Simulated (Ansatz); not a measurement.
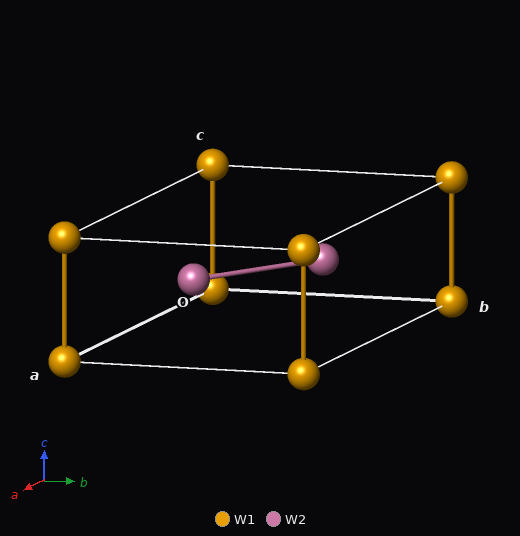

Crystal: W, the input geometry of an electronic-structure calculation (not necessarily at equilibrium); the starting structure was generated, so it need not be a known form of this composition. One unit cell; atoms that symmetry makes equivalent share a colour (atoms on faces, edges and corners are repeated). Geometry calculated from the standardised cell; symmetry tolerance 0.002 Å.

a = 4.666 Å, b = 4.666 Å, c = 2.592 Å, α = 90.00°, β = 90.00°, γ = 120.00°; space group No. 191, P6/mmm.

One atom of each site: W1 (0, 0, 0); W2 (1/3, 2/3, 1/2).

### Give the multiplicity, Wyckoff letter and site symmetry of each site.

| site | Wyckoff | symmetry |
| --- | --- | --- |
| W1 | 1a | 6/mmm |
| W2 | 2d | -6m2 |

### How many free positional parameters does the structure have?

0: W1 0, W2 0.
